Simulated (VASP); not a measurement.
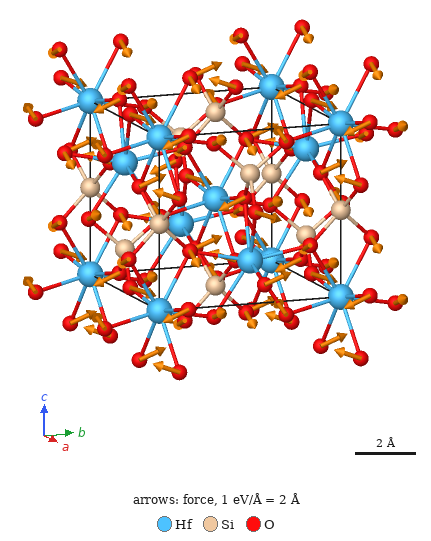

Starting geometry of crystalline HfSiO4 (a generated structure, set up in I-42d) with the computed forces as orange arrows. A ball-and-stick model of the conventional cell (2 times the calculation's cell), seen slightly off an axis. Lengths and directions refer to the drawn axes.

The run lets cell and atoms move.

All numbers below come from Kohn-Sham DFT of a periodic cell, PBE, VASP PAW PBE potentials, recommended (VASP 6.6.1).

Input
```
PREC     = Normal         # precision mode
ENCUT    = 520            # plane-wave cutoff, eV
EDIFF    = 1E-4           # SCF threshold, eV
ISMEAR   = 0              # smearing method
SIGMA    = 0.15           # smearing width, eV
LREAL    = Auto         
LASPH    = True           # aspherical terms in the spheres
NELM     = 60             # most SCF steps
ALGO     = Fast           # electronic algorithm
ISIF     = 3              # what is computed and relaxed
LWAVE    = False          # write WAVECAR
LCHARG   = False          # write CHGCAR
GGA      = PE             # functional
IBRION   = 2              # ionic algorithm
NSW      = 24             # ionic steps
EDIFFG   = -0.08          # ionic threshold
KPAR     = 2
```

Run as
```bash
cat potpaw_PBE.64/Hf_pv/POTCAR potpaw_PBE.64/Si/POTCAR potpaw_PBE.64/O/POTCAR > POTCAR
mpirun -np 2 vasp_std > vasp.out
```

Is this structure relaxed? If not, where do the atoms go?

It isn't relaxed: the largest force vector, on O atoms, is 0.52 eV/Å. The atoms end up moving mostly along the starting forces (cosine between the two patterns 0.95). Over 15 geometry steps the energy falls by 36.7 meV per atom. Largest force component: 0.48 eV/Å at the start, 0.023 eV/Å at the end. The pressure goes from 0.82 to 0.07 GPa. The largest moves relative to the cell, 0.26 Å, are those of O atoms. Hf and Si stay in place. The volume changes by +2.4 %, with a = b 6.560 → 6.628 Å (+1.0 %), c 5.980 → 5.997 Å (+0.3 %). Among the contacts that change: Hf–O 2.278 → 2.266 Å. Among the angles between lasting bonds that change: Hf–O–Si 145.7° → 149.3°. The space group (tolerance 0.01 Å) goes from I-42d (No. 122) to I4_1/amd (No. 141).
